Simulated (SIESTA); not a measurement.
System: ZrO₂ (space group Fm-3m).

Computed with SIESTA 5.4.2: DFT in numerical atomic orbitals with pseudopotentials, no spin polarisation; energies at scaled volumes of the given cell, shape and fractions fixed, counted from the fit's minimum, third-order Birch-Murnaghan fit. All runs: no spin polarisation.

| setting | value |
| --- | --- |
| k mesh | 9×9×9 |
| occupations | Fermi–Dirac |
| smearing width | 0.05 eV |
| potentials | PseudoDojo 0.4 standard, converted to PSML, two zetas on semicore shells |

Predict the energy against volume, with one curve for each functional. The cases: PBEsol; PBE.

The fitted equilibrium volumes, smallest first, are PBEsol 11.080, PBE 11.422 Å³/atom. The fitted bulk moduli, smallest first, are PBE 234.7, PBEsol 249.9 GPa.

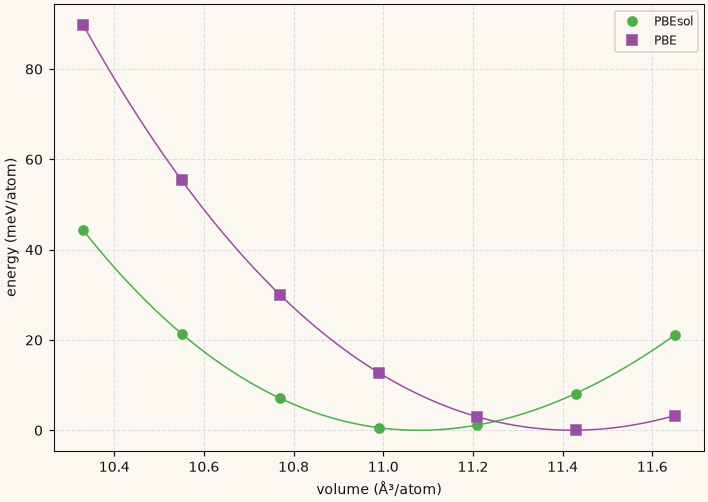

Caveats: mulliken charges of long orbitals.
